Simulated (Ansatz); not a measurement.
W15S28 (cell with a defect)

Input file:

```
crystal:
  lattice:
    - [7.8852229175, -2.7315213444, 0.0]
    - [-6.308178334, -5.4630426888, 0.0]
    - [0.0, 0.0, -12.1448340132]
  atoms:
    - { symbol: W, position: [0.0952380952, 0.619047619, 0.25] }
    - { symbol: W, position: [0.380952381, 0.4761904762, 0.25] }
    - { symbol: W, position: [0.9523809524, 0.1904761905, 0.25] }
    - { symbol: W, position: [0.6666666667, 0.3333333333, 0.25] }
    - { symbol: W, position: [0.2380952381, 0.0476190476, 0.25] }
    - { symbol: W, position: [0.8095238095, 0.7619047619, 0.25] }
    - { symbol: W, position: [0.5238095238, 0.9047619048, 0.25] }
    - { symbol: W, position: [0.3333333333, 0.6666666667, 0.75] }
    - { symbol: W, position: [0.619047619, 0.5238095238, 0.75] }
    - { symbol: W, position: [0.1904761905, 0.2380952381, 0.75] }
    - { symbol: W, position: [0.9047619048, 0.380952381, 0.75] }
    - { symbol: W, position: [0.4761904762, 0.0952380952, 0.75] }
    - { symbol: W, position: [0.0476190476, 0.8095238095, 0.75] }
    - { symbol: W, position: [0.7619047619, 0.9523809524, 0.75] }
    - { symbol: S, position: [0.0952380952, 0.619047619, 0.8796577967] }
    - { symbol: S, position: [0.380952381, 0.4761904762, 0.8796577967] }
    - { symbol: S, position: [0.9523809524, 0.1904761905, 0.8796577967] }
    - { symbol: S, position: [0.6666666667, 0.3333333333, 0.8796577967] }
    - { symbol: S, position: [0.2380952381, 0.0476190476, 0.8796577967] }
    - { symbol: S, position: [0.8095238095, 0.7619047619, 0.8796577967] }
    - { symbol: S, position: [0.5238095238, 0.9047619048, 0.8796577967] }
    - { symbol: S, position: [0.3333333333, 0.6666666667, 0.3796577967] }
    - { symbol: S, position: [0.619047619, 0.5238095238, 0.3796577967] }
    - { symbol: S, position: [0.1904761905, 0.2380952381, 0.3796577967] }
    - { symbol: S, position: [0.9047619048, 0.380952381, 0.3796577967] }
    - { symbol: S, position: [0.4761904762, 0.0952380952, 0.3796577967] }
    - { symbol: S, position: [0.0476190476, 0.8095238095, 0.3796577967] }
    - { symbol: S, position: [0.7619047619, 0.9523809524, 0.3796577967] }
    - { symbol: S, position: [0.0952380952, 0.619047619, 0.6203422033] }
    - { symbol: S, position: [0.380952381, 0.4761904762, 0.6203422033] }
    - { symbol: S, position: [0.9523809524, 0.1904761905, 0.6203422033] }
    - { symbol: S, position: [0.6666666667, 0.3333333333, 0.6203422033] }
    - { symbol: S, position: [0.2380952381, 0.0476190476, 0.6203422033] }
    - { symbol: S, position: [0.8095238095, 0.7619047619, 0.6203422033] }
    - { symbol: S, position: [0.5238095238, 0.9047619048, 0.6203422033] }
    - { symbol: S, position: [0.3333333333, 0.6666666667, 0.1203422033] }
    - { symbol: S, position: [0.619047619, 0.5238095238, 0.1203422033] }
    - { symbol: S, position: [0.1904761905, 0.2380952381, 0.1203422033] }
    - { symbol: S, position: [0.9047619048, 0.380952381, 0.1203422033] }
    - { symbol: S, position: [0.4761904762, 0.0952380952, 0.1203422033] }
    - { symbol: S, position: [0.0476190476, 0.8095238095, 0.1203422033] }
    - { symbol: S, position: [0.7619047619, 0.9523809524, 0.1203422033] }
    - { symbol: W, position: [0.0, 0.0, 0.8076923077] }
  host:
    lattice:
      - [3.154089167, 0.0, 0.0]
      - [-1.5770445835, 2.7315213444, 0.0]
      - [0.0, 0.0, 12.1448340132]
    atoms:
      - { symbol: W, position: [0.3333333333, 0.6666666667, 0.75] }
      - { symbol: W, position: [0.6666666667, 0.3333333333, 0.25] }
      - { symbol: S, position: [0.3333333333, 0.6666666667, 0.1203422033] }
      - { symbol: S, position: [0.6666666667, 0.3333333333, 0.6203422033] }
      - { symbol: S, position: [0.3333333333, 0.6666666667, 0.3796577967] }
      - { symbol: S, position: [0.6666666667, 0.3333333333, 0.8796577967] }
basis:
  ecutwfc: 420
  xc_grid: 2
kpoints:
  mp_grid: { grid: [2, 2, 2], shift: [0.0, 0.0, 0.0] }
hamiltonian:
  xc: pbe
  dispersion: d3bj
scf:
  occupations: { method: gaussian, width: 0.01 }
output:
  forces: true
  stress: false
  eigenvalues: true
  charged_corrections:
    defect_position: [0.0, 0.0, 0.80769231]
    epsilon: [[14.17, 0.0, 0.0], [0.0, 14.17, 0.0], [0.0, 0.0, 6.6534]]
  write_density: true
  write_potential: true
  elf: true
  volumetric_format: npy
relax:
  adjacent_minimum: "off"
  f_tol: 0.025
  max_steps: 45
```

Run with:

```sh
ansatz run input.yaml --threads 4 --pin off --max-ram 6144MiB --backend cpu --events-out ev --progress --plain --runs-dir out
```

The fields are those of the relaxed geometry.

The calculation used DFT PBE+D3(BJ), scalar-relativistic, plane waves, PAW (Ansatz).

The density is the valence pseudo-density of a PAW calculation; it isn't the true density close to the nuclei.

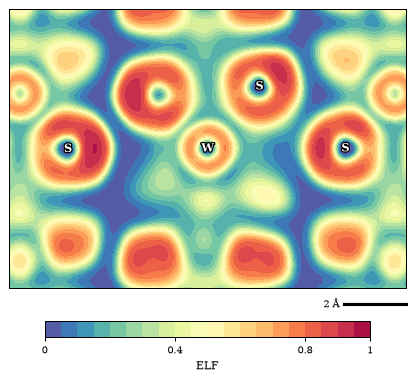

Figure 1. ELF on the (11̄0) plane of the calculation cell.

Q: What does the map show?

A: Atoms in the plane: W and S.
Atoms just off the plane (W, 0.3 Å away and S, 0.3 Å away) can leave unmarked features too.
The features right at W lie inside the PAW spheres, where the map follows smoothed inner orbitals and isn't to be read closely.

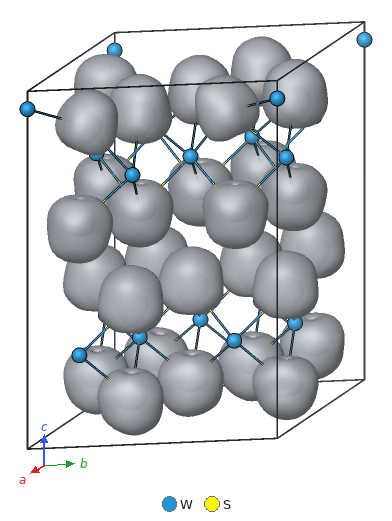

Figure 2. Isosurface of the ELF at 0.7 (grey), seen slightly off an axis. Core shells and regions of very low density are left out. Sticks mark near contacts.

Q: What do the ELF domains correspond to?

A: The ELF exceeds this value in 28 regions wrapped around S (the valence shell of each), counted in one cell of 43 atoms. Regions shared between cells count once. Along the contacts the grid gives the following. W–S (2.23 Å): the ELF peaks at about 0.80 in the valence shell of S, 0.8 Å from its nucleus, and is about 0.45 at the midpoint. W–S (2.39 Å): the ELF peaks at about 0.85 in the valence shell of S, 0.8 Å from its nucleus, and is about 0.50 at the midpoint.
